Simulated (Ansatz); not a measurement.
HfSi2 (slab)

Input

```
crystal:
  lattice:
    - [3.6597919922, 0.0, 0.0]
    - [0.0, 3.6825349252, 0.0]
    - [0.0, 0.0, 28.0079004132]
  atoms:
    - { symbol: Si, position: [0.75, 0.0, 0.2677815862] }
    - { symbol: Hf, position: [0.25, 0.5, 0.2944477347] }
    - { symbol: Si, position: [0.25, 0.0, 0.3696042041] }
    - { symbol: Si, position: [0.75, 0.5, 0.3698978676] }
    - { symbol: Hf, position: [0.75, 0.0, 0.445054337] }
    - { symbol: Si, position: [0.25, 0.5, 0.4717204855] }
    - { symbol: Si, position: [0.75, 0.5, 0.5282795145] }
    - { symbol: Hf, position: [0.25, 0.0, 0.554945663] }
    - { symbol: Si, position: [0.25, 0.5, 0.6301021324] }
    - { symbol: Si, position: [0.75, 0.0, 0.6303957959] }
    - { symbol: Hf, position: [0.75, 0.5, 0.7055522653] }
    - { symbol: Si, position: [0.25, 0.0, 0.7322184138] }
basis:
  ecutwfc: 500
kpoints:
  mp_grid: { grid: [10, 10, 1] }
hamiltonian:
  xc: r2scan
scf:
  occupations: { method: gaussian, width: 0.1 }
output:
  forces: true
  stress: true
  eigenvalues: true
  write_density: true
  write_potential: true
  elf: true
  volumetric_format: npy
efield:
  axis: 3
  dipole_correction: true
  ramp_width: 0.04
```

Command:

```sh
ansatz run input.yaml --threads 1 --pin off --max-ram 2560MiB --backend cpu --events-out ev --progress --plain --runs-dir out
```

Not relaxed (largest force 0.6 eV/Å).

The calculation used DFT r2SCAN, scalar-relativistic, plane waves, PAW (Ansatz 0.2.0).

Predict the valence pseudo-density and electron localisation function between the atoms.

Answer. Si–Si (2.42 Å): ρ at the midpoint is about 0.43 e/Å³; the ELF peaks at about 0.70 between the atoms.
Hf–Si (2.80 Å): the density is about 0.29 e/Å³ at the midpoint; the ELF peaks at about 0.80 in the valence shell of Si, 0.9 Å from its nucleus, and is about 0.35 at the midpoint.

Does the calculation give a band gap?

Answer. It is gapless in this calculation (a metal or semimetal).

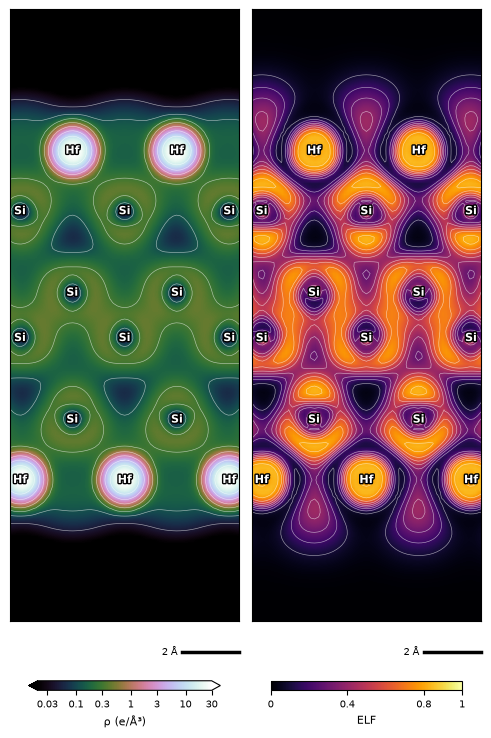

Computed valence pseudo-density and electron localisation function on the (010) plane of the calculation cell, a cut from vacuum to vacuum, in this order. 
